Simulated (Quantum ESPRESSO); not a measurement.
System: TiO₂, space group P4_2/mnm (No. 136).

Structure:
```yaml
crystal:
  lattice:
    - [4.59984, 0.00000, 0.00000]
    - [0.00000, 4.59984, 0.00000]
    - [0.00000, 0.00000, 2.95921]
  atoms:
    - { symbol: Ti, position: [0.00000, 0.00000, 0.50000] }
    - { symbol: Ti, position: [0.50000, 0.50000, 0.00000] }
    - { symbol: O, position: [0.30432, 0.30432, 0.50000] }
    - { symbol: O, position: [0.19568, 0.80432, 0.00000] }
    - { symbol: O, position: [0.80432, 0.19568, 0.00000] }
    - { symbol: O, position: [0.69568, 0.69568, 0.50000] }
```

Calculation (Quantum ESPRESSO 7.5): plane-wave DFT, no spin polarisation; energies at scaled volumes of the given cell, shape and fractions fixed, counted from the fit's minimum, third-order Birch-Murnaghan fit. Level: PBEsol.

- k mesh: 6×6×9
- occupations: Fermi–Dirac
- smearing width: 0.05 eV
- potentials: GBRV 1.5 PBEsol
- wave cutoff: 612.3 eV
- density cutoff: 4898 eV

What does the calculation give for the energy and pressure against volume? The volume takes the values 9.81, 10.02, 10.23, 10.44, 10.64, 10.85, 11.06 Å³/atom.

A third-order Birch–Murnaghan fit gives V0 = 10.33 Å³/atom, B0 = 246 GPa and B′ = 4.3. The energy is 22.43 meV/atom at volume 9.81 Å³/atom and 34.82 meV/atom at 11.06 Å³/atom; the lowest computed point is at volume 10.44 Å³/atom (0.74 meV/atom), and no other minimum shows. The pressure falls from 14.15 GPa at volume 9.81 Å³/atom to −14.57 GPa at 11.06 Å³/atom, and changes sign near 10.33 Å³/atom.

| volume (Å³/atom) | energy (meV/atom) | pressure (GPa) |
| --- | --- | --- |
| 9.81 | 22.43 | 14.15 |
| 10.02 | 7.85 | 8.00 |
| 10.23 | 0.88 | 2.46 |
| 10.44 | 0.74 | −2.50 |
| 10.64 | 6.76 | −6.96 |
| 10.85 | 18.31 | −10.97 |
| 11.06 | 34.82 | −14.57 |

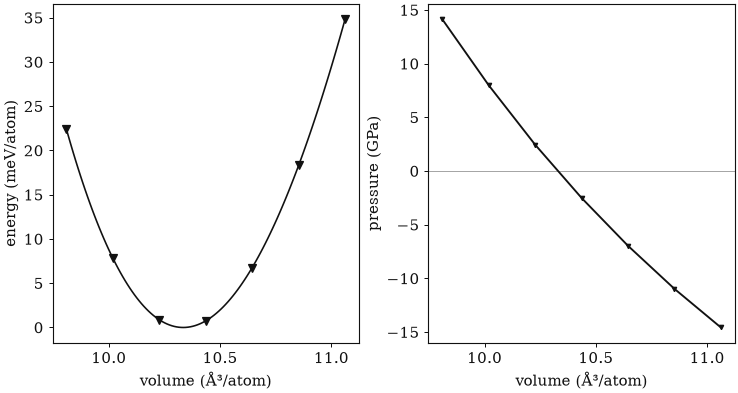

Note: shape and atomic fractions are frozen while scaling, which makes layered, chain and framework solids too stiff.
